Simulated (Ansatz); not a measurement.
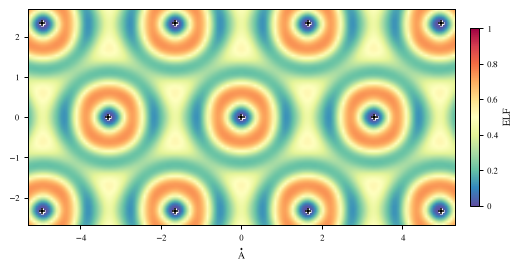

The ELF on a plane through atoms (crosses mark nuclei in the plane).

These are results of DFT r2SCAN, scalar-relativistic, plane waves, PAW in Ansatz 0.2.0, not measurements.

Candidates:
A. Ta, a = 3.30 Å, b = 3.30 Å, c = 3.30 Å, α = 90.00°, β = 90.00°, γ = 90.00°. Space group Im-3m; a structure from a database of computed crystals, not necessarily the ambient phase.
B. NbAs, a = 3.46 Å, b = 3.46 Å, c = 11.77 Å, α = 90.00°, β = 90.00°, γ = 90.00°. Space group I4₁md.

Q: Which candidate gave the map?

A: Candidate A: Ta on the (11̄0) plane of the conventional cell, which holds Ta. Ta–Ta (2.86 Å): the ELF is about 0.30 at the midpoint: no shared electron pair shows on this line.
